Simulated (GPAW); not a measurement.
# linear Cr chain, spacing 2.497 A: which magnetic order is lowest

Does linear Cr chain, spacing 2.497 A prefer parallel or opposed moments, or none?

Program: GPAW 26.7.0. Level of theory: LDA; plane waves with GPAW's PAW setups, scalar-relativistic. Results are calculated unless marked as measured.

### 1. Set-up

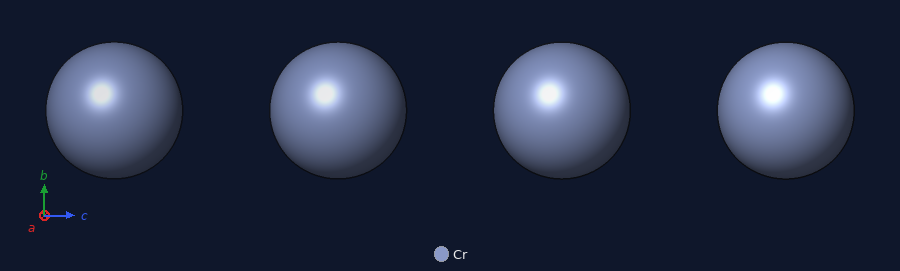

The cell as given, from the side, with the c axis across the page (chromium light blue). 1×1×3 cells are drawn. Some periodic images of atoms are drawn too.

The cell holds 1 atom: 1 Cr. Cell: a = 12.000 Å, b = 12.000 Å, c = 2.497 Å, α = 90.0°, β = 90.0°, γ = 90.0°. model lattice. Vacuum lies along a and b. The structure's axis is c.

The settings of this session are not all sound (see the inputs), so it shows what such settings give, not the properties of the crystal.

### 2. Run 1 (ferro +)

The parallel start comes first: it fits the smallest cell, keeps the most symmetry and shows whether parallel moments form.

The input, order1.py:

```python
import json
import numpy as np
from ase import Atoms
from ase.parallel import paropen, parprint
from gpaw import GPAW

atoms = Atoms(['Cr'],
    cell=[[12.0, 0.0, 0.0],
         [0.0, 12.0, 0.0],
         [0.0, 0.0, 2.497]],
    scaled_positions=[[0.5, 0.5, 0.0]],
    pbc=True,
    magmoms=[2.5])
atoms.calc = GPAW(mode={'name': 'pw', 'ecut': 550},
    xc='LDA',
    kpts={'size': (1, 1, 6), 'gamma': True},
    occupations={'name': 'fermi-dirac', 'width': 0.05},
    convergence={'density': 1e-05, 'energy': 1e-05},
    maxiter=200,
    txt='order1.txt')
e = atoms.get_potential_energy(force_consistent=True)
res = {'free_energy': e, 'energy_sigma0': atoms.get_potential_energy(), 'fermi_energy': atoms.calc.get_fermi_level()}
res['moments'] = atoms.get_magnetic_moments().tolist()
res['total'] = atoms.get_magnetic_moment()
parprint('site moments (muB):', np.round(res['moments'], 3))
parprint(f"total moment: {res['total']:.3f} muB")
parprint(f'free energy: {e:.6f} eV')
atoms.calc.write('order1.gpw')
with paropen('results.json', 'w') as f:
    json.dump(res, f)
```

The run is started by

```bash
$ OMP_NUM_THREADS=1 python3 order1.py > order1.log
```

Numbers of over 12 decimals in the logs are rounded to 6 here.

What it wrote:

```text
site moments (muB): [3.842]
total moment: 5.000 muB
free energy: -5.987323 eV

--- order1.txt ---
Input parameters:
  mode=PW(ecut=550),
  convergence={'density': 1e-05, 'energy': 1e-05},
  kpts=MonkhorstPack(size=(1, 1, 6), gamma=True),
  maxiter=200,
  occupations=Occupations(name='fermi-dirac', width=0.05),
  xc=XC(name='LDA')

Diagonalizing LCAO Hamiltonian
Converting LCAO to pw mode
        .----------------------------.
       /|                            |
      / |                            |
     /  .----------------------------.
    /  /                            /
   /  /                            /
  /  /                            /
 *  /              Cr            /
 | /                            /
 |/                            /
 *----------------------------*

Atoms  # Å, Bohr magnetons
|   | symbol |        x |        y |        z |    initial magnetic moments |
|---|--------|----------|----------|----------|-----------------------------|
| 0 |     Cr | 6.000000 | 6.000000 | 0.000000 | ( 0.0000,  0.0000,  2.5000) |

Unit cell  # Å
| periodic |         x |         y |        z |   lengths |    angles |
|----------|-----------|-----------|----------|-----------|-----------|
|      yes | 12.000000 |  0.000000 | 0.000000 | 12.000000 | 90.000000 |
|      yes |  0.000000 | 12.000000 | 0.000000 | 12.000000 | 90.000000 |
|      yes |  0.000000 |  0.000000 | 2.497000 |  2.497000 | 90.000000 |

Number of symmetries: 16

BZ-sampling:
  Number of BZ points: 6
  Number of IBZ points: 4

  Monkhorst-Pack size: [1, 1, 6]
  Monkhorst-Pack shift: [0.0, 0.0, 0.083333]

K-points  # in reciprocal-cell coordinates
|   |                                coordinates |     weight |
|---|--------------------------------------------|------------|
| 0 | (  0.00000000,   0.00000000,   0.00000000) | 0.16666667 |
| 1 | (  0.00000000,   0.00000000,   0.16666667) | 0.33333333 |
| 2 | (  0.00000000,   0.00000000,   0.33333333) | 0.33333333 |
| 3 | (  0.00000000,   0.00000000,   0.50000000) | 0.16666667 |

Plane wave coefficients: 10549
Cutoff: 550.0 eV

Spin-components: 2 (collinear spins)
Bands:           9
Projectors:      6
Spin-degeneracy: 1
Datatype:        complex128

Parallelization:
  kpt:    1
  domain: 1
  band:   1

Density:
  Valence electrons: 6.0
  Components: 2
  Grid points: [70 70 14]
  Charge: 0.0  # |e|

Potential:
  Grid points: [70 70 14]

species:
  Cr:
    name:    Chromium
    Z:       24.0
    valence: 6
    core:    18
    charge:  0.0  # [|e|]
    compensation charges:
      type: gauss
      rc: 0.35  # [Å]
      lmax: 2
    cutoffs:
      filter: 2.14  # [Å]
      core: 3.04  # [Å]
    projectors
    | kind |    occ | energy [eV] | rcut [Å] |
    |------|--------|-------------|----------|
    |   4s |  1.000 |      -4.191 |    1.164 |
    |   4p |  0.000 |      -1.079 |    1.217 |
    |   3d |  5.000 |      -3.128 |    1.111 |
    |    s |        |      23.021 |    1.164 |
    |    p |        |      26.132 |    1.217 |
    |    d |        |      24.083 |    1.111 |

    Using partial waves for Cr as LCAO basis

Reference energy: -28526.683362  # eV

eigensolver:
  PPCG
  Converge bands: occupied
  niter=2

density mixing:
  MSR1-Mixer
  Pratt-step length: 0.05
  Maximum mixing coefficient: 0.75
  Old densities: 10
  SVD Regularization: 0.005
  Good broyden scale: 1.0
  Trust region scale: 1.0
  Backstep threshold: 4.0
  History deletion threshold: 6.0
  Fourier metric: weight=20.0, sigma=0.015

occupation numbers:
  Fermi-Dirac:
    width: 0.0500  # eV

poisson solver:
  ecut: 4400.0  # eV

xc functional:
  name: None

convergence criteria:
- Maximum integral of absolute [dens]ity change: 1e-05 electrons / valence electron
- Maximum [total energy] change in last 3 cyles: 1e-05 eV / valence electron
- Maximum integral of absolute [eigenst]ate change: 4e-08 eV^2 / valence electron
maximum number of iterations: 200

SCF iterations
|iter     |      energy | eigst |  dens |  magmom |
|---------|-------------|-------|-------|---------|
|iter:   1|       0s |   -6.894344 | +0.72 |       |  +2.4965|
|iter:   2|       1s |   -6.256888 | -0.93 | -0.20 |  +2.5456|
|iter:   3|       2s |   -5.784797 | -0.24 | -0.27 |  +3.8727|
|iter:   4|       3s |   -5.991105 | -0.87 | -0.61 |  +5.1019|
|iter:   5|       4s |   -5.979626 | -1.51 | -1.16 |  +4.8819|
|iter:   6|       5s |   -5.983200 | -2.08 | -1.56 |  +4.9710|
|iter:   7|       6s |   -5.983807 | -3.07 | -1.92 |  +5.0116|
|iter:   8|       7s |   -5.984011 | -3.48 | -2.45 |  +5.0000|
|iter:   9|       7s |   -5.984059 | -3.57 | -2.95 |  +5.0025|
|iter:  10|       8s |   -5.984106 | -3.87 | -3.18 |  +5.0006|
[... 11 iterations left out ...]
|iter:  22|      19s |   -5.984152c| -6.33 | -4.56 |  +5.0000|
|iter:  23|      19s |   -5.984152c| -6.50 | -4.39 |  +5.0000|
|iter:  24|      20s |   -5.984152c| -6.86 | -4.50 |  +5.0000|
|iter:  25|      21s |   -5.984152c| -6.86 | -4.35 |  +5.0000|
|iter:  26|      21s |   -5.984153c| -7.18 | -4.40 |  +5.0000|
|iter:  27|      22s |   -5.984152c| -7.38 | -4.59 |  +5.0000|
|iter:  28|      23s |   -5.984153c| -7.69c| -4.47 |  +5.0000|
|iter:  29|      23s |   -5.984152c| -8.00c| -4.74 |  +5.0000|
|iter:  30|      24s |   -5.984153c| -8.09c| -4.67 |  +5.0000|
|iter:  31|      24s |   -5.984153c| -8.31c| -5.16c|  +5.0000|

Converged in 31 steps
Energy contributions relative to reference atoms: (reference = -28526.683362)

Energy contributions:
  Kinetic:           6.122400
  Coulomb:          -6.779951
  Zero:              0.008135
  External:          0.000000
  Xc:               -5.331565
  Entropy:          -0.006342
  Spinorbit:         0.000000
  ----------------------------
  Free energy:      -5.987323
  Extrapolated:     -5.984153

dipole moment: (0.000066, 0.000066, -5.977480)  # |e|*Ang

Total magnetic moment: (0.000000, 0.000000, 5.000001)

Local magnetic moments
|        x |        y |        z |
|----------|----------|----------|
| 0.000000 | 0.000000 | 3.841838 |  # Cr   0

Fermi level: -3.654
Eigenvalues  # (at kpt = [0.000, 0.000, 0.000])
| band index |      eig [eV] | occ [0-1] |      eig [eV] | occ [0-1] |
|------------|---------------|-----------|---------------|-----------|
|          0 |        -7.617 |     1.000 |        -5.304 |     1.000 |
|          1 |        -5.475 |     1.000 |        -2.806 |     0.000 |
|          2 |        -4.920 |     1.000 |        -1.631 |     0.000 |
|          3 |        -4.920 |     1.000 |        -1.629 |     0.000 |
|          4 |        -3.501 |     0.044 |        -1.349 |     0.000 |
|          5 |        -3.501 |     0.044 |        -1.349 |     0.000 |
|          6 |        -2.461 |     0.000 |         0.079 |     0.000 |
|          7 |        -2.461 |     0.000 |         0.079 |     0.000 |
|          8 |         0.176 |     0.000 |         0.352 |     0.000 |

No gap
No difference between direct/indirect transitions
```

The job ended after 27 s (1 MPI rank of Arm Neoverse V2, shared host; peak memory 0.3 GiB).

Spin moment in the augmentation sphere by atom:

| atom | spin moment in the augmentation sphere (μB) |
| --- | --- |
| Cr1 | 3.84 |

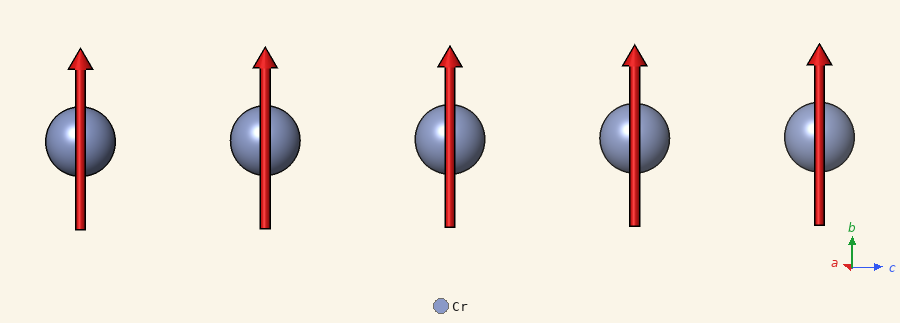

Spin moment in the augmentation sphere as arrows, the longest 3.84 μB. Up and down stand for the sign. Arrows give size and sign along the axis of quantisation, drawn up and down the page. 1×1×4 cells are drawn. Some periodic images of atoms are drawn too.

Numbers from this step:

```yaml
magnetization: 5.000 μB
final_state: ferromagnetic
```

After 31 cycles the largest moment stands at 3.84 μB.

### 3. Order 2, typed as antiferro q=(0,0,1/2) +-

An opposed order shows whether the pairs that it reverses prefer unlike signs.

This order needs a doubled cell of 2 atoms. Its mesh is chosen so that both cells sample the same points.

order2.py is the script of step 2 with these lines changed:

```diff
@@ -6,12 +6,13 @@
 
-atoms = Atoms(['Cr'],
+atoms = Atoms(['Cr', 'Cr'],
     cell=[[12.0, 0.0, 0.0],
          [0.0, 12.0, 0.0],
-         [0.0, 0.0, 2.497]],
-    scaled_positions=[[0.5, 0.5, 0.0]],
+         [0.0, 0.0, 4.994]],
+    scaled_positions=[[0.5, 0.5, 0.0],
+         [0.5, 0.5, 0.5]],
     pbc=True,
-    magmoms=[2.5])
+    magmoms=[2.5, -2.5])
 atoms.calc = GPAW(mode={'name': 'pw', 'ecut': 550},
     xc='LDA',
-    kpts={'size': (1, 1, 6), 'gamma': True},
+    kpts={'size': (1, 1, 3), 'gamma': True},
     occupations={'name': 'fermi-dirac', 'width': 0.05},
@@ -19,3 +20,3 @@
     maxiter=200,
-    txt='order1.txt')
+    txt='order2.txt')
 e = atoms.get_potential_energy(force_consistent=True)
@@ -27,3 +28,3 @@
 parprint(f'free energy: {e:.6f} eV')
-atoms.calc.write('order1.gpw')
+atoms.calc.write('order2.gpw')
 with paropen('results.json', 'w') as f:
```

The run is started by

```bash
$ OMP_NUM_THREADS=1 python3 order2.py > order2.log
```

What it wrote:

```text
site moments (muB): [ 3.68 -3.68]
total moment: 0.000 muB
free energy: -12.862437 eV

--- order2.txt ---
Input parameters:
  mode=PW(ecut=550),
  convergence={'density': 1e-05, 'energy': 1e-05},
  kpts=MonkhorstPack(size=(1, 1, 3), gamma=True),
  maxiter=200,
  occupations=Occupations(name='fermi-dirac', width=0.05),
  xc=XC(name='LDA')

Diagonalizing LCAO Hamiltonian
Converting LCAO to pw mode
        .----------------------------.
       /|                            |
      / |                            |
     /  |                            |
    /   |                            |
   /    |                            |
  /     .----------------------------.
 *     /           Cr               /
 |    /                            /
 |   /                            /
 |  /              Cr            /
 | /                            /
 |/                            /
 *----------------------------*

Atoms  # Å, Bohr magnetons
|   | symbol |        x |        y |        z |    initial magnetic moments |
|---|--------|----------|----------|----------|-----------------------------|
| 0 |     Cr | 6.000000 | 6.000000 | 0.000000 | ( 0.0000,  0.0000,  2.5000) |
| 1 |     Cr | 6.000000 | 6.000000 | 2.497000 | ( 0.0000,  0.0000, -2.5000) |

Unit cell  # Å
| periodic |         x |         y |        z |   lengths |    angles |
|----------|-----------|-----------|----------|-----------|-----------|
|      yes | 12.000000 |  0.000000 | 0.000000 | 12.000000 | 90.000000 |
|      yes |  0.000000 | 12.000000 | 0.000000 | 12.000000 | 90.000000 |
|      yes |  0.000000 |  0.000000 | 4.994000 |  4.994000 | 90.000000 |

Number of symmetries: 16

BZ-sampling:
  Number of BZ points: 3
  Number of IBZ points: 2

  Monkhorst-Pack size: [1, 1, 3]
  Monkhorst-Pack shift: [0, 0, 0]

Plane wave coefficients: 21087
Cutoff: 550.0 eV

Spin-components: 2 (collinear spins)
Bands:           12
Projectors:      12
Spin-degeneracy: 1
Datatype:        complex128

Parallelization:
  kpt:    1
  domain: 1
  band:   1

Density:
  Valence electrons: 12.0
  Components: 2
  Grid points: [70 70 28]
  Charge: 0.0  # |e|

Potential:
  Grid points: [70 70 28]

[... setups left out ...]
Reference energy: -57053.366723  # eV

eigensolver:
  PPCG
  Converge bands: occupied
  niter=2

density mixing:
  MSR1-Mixer
  Pratt-step length: 0.05
  Maximum mixing coefficient: 0.75
  Old densities: 10
  SVD Regularization: 0.005
  Good broyden scale: 1.0
  Trust region scale: 1.0
  Backstep threshold: 4.0
  History deletion threshold: 6.0
  Fourier metric: weight=20.0, sigma=0.015

occupation numbers:
  Fermi-Dirac:
    width: 0.0500  # eV

poisson solver:
  ecut: 4400.0  # eV

xc functional:
  name: None

convergence criteria:
- Maximum integral of absolute [dens]ity change: 1e-05 electrons / valence electron
- Maximum [total energy] change in last 3 cyles: 1e-05 eV / valence electron
- Maximum integral of absolute [eigenst]ate change: 4e-08 eV^2 / valence electron
maximum number of iterations: 200

SCF iterations
|iter     |      energy | eigst |  dens |  magmom |
|---------|-------------|-------|-------|---------|
|iter:   1|       0s |  -14.131139 | +0.75 |       |  +0.0000|
|iter:   2|       2s |  -13.267899 | -0.92 | -0.20 |  -0.0000|
|iter:   3|       4s |  -12.919710 | -0.21 | -0.25 |  -0.0000|
|iter:   4|       5s |  -12.855740 | -0.43 | -0.58 |  -0.0000|
|iter:   5|       7s |  -12.859377 | -1.53 | -1.32 |  -0.0000|
|iter:   6|       8s |  -12.860225 | -1.73 | -1.51 |  +0.0000|
|iter:   7|      10s |  -12.861377 | -2.41 | -2.06 |  +0.0000|
|iter:   8|      11s |  -12.861839 | -2.86 | -2.69 |  +0.0000|
|iter:   9|      13s |  -12.862056 | -3.16 | -2.99 |  +0.0000|
|iter:  10|      14s |  -12.862185 | -3.27 | -3.29 |  +0.0000|
[... 11 iterations left out ...]
|iter:  22|      34s |  -12.862431c| -5.48 | -4.16 |  +0.0000|
|iter:  23|      35s |  -12.862432c| -5.67 | -4.04 |  -0.0000|
|iter:  24|      37s |  -12.862432c| -5.79 | -3.90 |  -0.0000|
|iter:  25|      38s |  -12.862432c| -6.00 | -3.89 |  -0.0000|
|iter:  26|      40s |  -12.862432c| -6.31 | -3.87 |  -0.0000|
|iter:  27|      42s |  -12.862432c| -6.49 | -4.05 |  -0.0000|
|iter:  28|      43s |  -12.862432c| -6.79 | -4.01 |  -0.0000|
|iter:  29|      45s |  -12.862432c| -7.13 | -4.44 |  +0.0000|
|iter:  30|      46s |  -12.862432c| -7.28 | -5.41c|  -0.0000|
|iter:  31|      47s |  -12.862432c| -7.46c| -5.40c|  +0.0000|

Converged in 31 steps
Energy contributions relative to reference atoms: (reference = -57053.366723)

Energy contributions:
  Kinetic:           9.250077
  Coulomb:         -10.413837
  Zero:             -0.000894
  External:          0.000000
  Xc:              -11.697772
  Entropy:          -0.000011
  Spinorbit:         0.000000
  ----------------------------
  Free energy:     -12.862437
  Extrapolated:    -12.862432

dipole moment: (0.000133, 0.000133, -11.838135)  # |e|*Ang

Total magnetic moment: (0.000000, 0.000000, 0.000000)

Local magnetic moments
|        x |        y |         z |
|----------|----------|-----------|
| 0.000000 | 0.000000 |  3.680380 |  # Cr   0
| 0.000000 | 0.000000 | -3.680379 |  # Cr   1

Fermi level: -3.300
Eigenvalues  # (at kpt = [0.000, 0.000, 0.000])
| band index |      eig [eV] | occ [0-1] |      eig [eV] | occ [0-1] |
|------------|---------------|-----------|---------------|-----------|
|          0 |        -6.238 |     1.000 |        -6.238 |     1.000 |
|          1 |        -4.519 |     1.000 |        -4.519 |     1.000 |
|          2 |        -4.519 |     1.000 |        -4.519 |     1.000 |
|          3 |        -4.382 |     1.000 |        -4.382 |     1.000 |
|          4 |        -3.978 |     1.000 |        -3.978 |     1.000 |
|          5 |        -3.978 |     1.000 |        -3.978 |     1.000 |
|          6 |        -1.879 |     0.000 |        -1.879 |     0.000 |
|          7 |        -1.085 |     0.000 |        -1.085 |     0.000 |
|          8 |        -0.695 |     0.000 |        -0.695 |     0.000 |
|          9 |        -0.690 |     0.000 |        -0.690 |     0.000 |
|         10 |        -0.372 |     0.000 |        -0.372 |     0.000 |
|         11 |        -0.372 |     0.000 |        -0.372 |     0.000 |

Gap: 1.247 eV
Transition (v -> c):
  (s=0, k=1, n=5, [0.00, 0.00, 0.33]) -> (s=1, k=1, n=6, [0.00, 0.00, 0.33])
No difference between direct/indirect transitions
```

Wall time 50 s (1 MPI rank); peak memory 0.47 GiB.

Spin moment in the augmentation sphere by atom:

| atom | spin moment in the augmentation sphere (μB) |
| --- | --- |
| Cr1 | 3.68 |
| Cr2 | -3.68 |

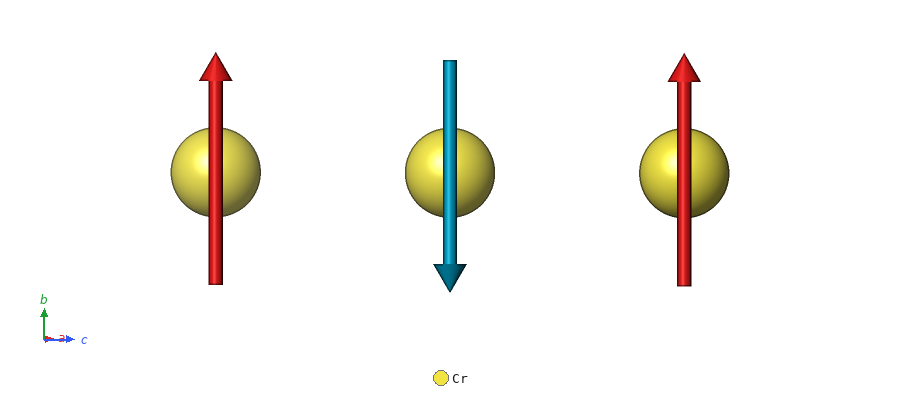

Spin moment in the augmentation sphere as arrows, the longest 3.68 μB. Up and down stand for the sign. Arrows give size and sign along the axis of quantisation, drawn up and down the page. The two directions have two colours. Some periodic images of atoms are drawn too.

Numbers from this step:

| Quantity | Value |
| --- | --- |
| magnetization | 0 μB |
| final state | antiferromagnetic |

It lies 444 meV a seeded atom under the first start, and its largest moment is 3.68 μB against 3.84 μB.

### 4. Order 3, typed as no spin polarisation

A run without seeds gives the energy of the state without moments.

The input, nospin.py:

```python
import json
import numpy as np
from ase import Atoms
from ase.parallel import paropen, parprint
from gpaw import GPAW

atoms = Atoms(['Cr'],
    cell=[[12.0, 0.0, 0.0],
         [0.0, 12.0, 0.0],
         [0.0, 0.0, 2.497]],
    scaled_positions=[[0.5, 0.5, 0.0]],
    pbc=True)
atoms.calc = GPAW(mode={'name': 'pw', 'ecut': 550},
    xc='LDA',
    kpts={'size': (1, 1, 6), 'gamma': True},
    occupations={'name': 'fermi-dirac', 'width': 0.05},
    convergence={'density': 1e-05, 'energy': 1e-05},
    maxiter=200,
    txt='nospin.txt')
e = atoms.get_potential_energy(force_consistent=True)
res = {'free_energy': e, 'energy_sigma0': atoms.get_potential_energy(), 'fermi_energy': atoms.calc.get_fermi_level()}
parprint(f'free energy: {e:.6f} eV')
atoms.calc.write('nospin.gpw')
with paropen('results.json', 'w') as f:
    json.dump(res, f)
```

The run is started by

```bash
$ OMP_NUM_THREADS=1 python3 nospin.py > nospin.log
```

What it wrote:

```text
free energy: -4.464020 eV

--- nospin.txt ---
Input parameters:
  mode=PW(ecut=550),
  convergence={'density': 1e-05, 'energy': 1e-05},
  kpts=MonkhorstPack(size=(1, 1, 6), gamma=True),
  maxiter=200,
  occupations=Occupations(name='fermi-dirac', width=0.05),
  xc=XC(name='LDA')

Diagonalizing LCAO Hamiltonian
Converting LCAO to pw mode
        .----------------------------.
       /|                            |
[...]
| band index |      eig [eV] | occ [0-2] |
|------------|---------------|-----------|
|          0 |        -6.787 |     2.000 |
|          1 |        -4.666 |     2.000 |
|          2 |        -4.002 |     1.995 |
|          3 |        -4.002 |     1.995 |
|          4 |        -2.437 |     0.000 |
|          5 |        -2.437 |     0.000 |
|          6 |        -2.100 |     0.000 |
|          7 |        -2.100 |     0.000 |

No gap
No difference between direct/indirect transitions


[key lines of the parts left out:]
Free energy:      -4.464020
Converged in 31 steps
dipole moment: (0.000066, 0.000066, -6.012201)  # |e|*Ang
Fermi level: -3.699
```

Run time: 14 s. Hardware: 1 MPI rank; peak memory 0.22 GiB.

Numbers from this step:

```yaml
final_state: non-magnetic (no spin polarisation)
```

It lies 1523 meV a seeded atom over the first start.

(Part 1 of 2 ends here.)

[Logs and program files are shortened in this print: banners, set-up blocks, solver, clock and traceback lines can be left out without a mark of their own.]

[Logs are printed without paths, hosts, clocks, repeated set-up lines and the standing remarks that a program may print on its own settings, such as how far it seeks lower states.]

[Hosts, paths, dates, database ids (printed as entryN), source tags and the programs' standing remarks are cut or masked in the printed files.]

[Where a cell is said to come from a database of computed structures, the database is the Materials Project.]
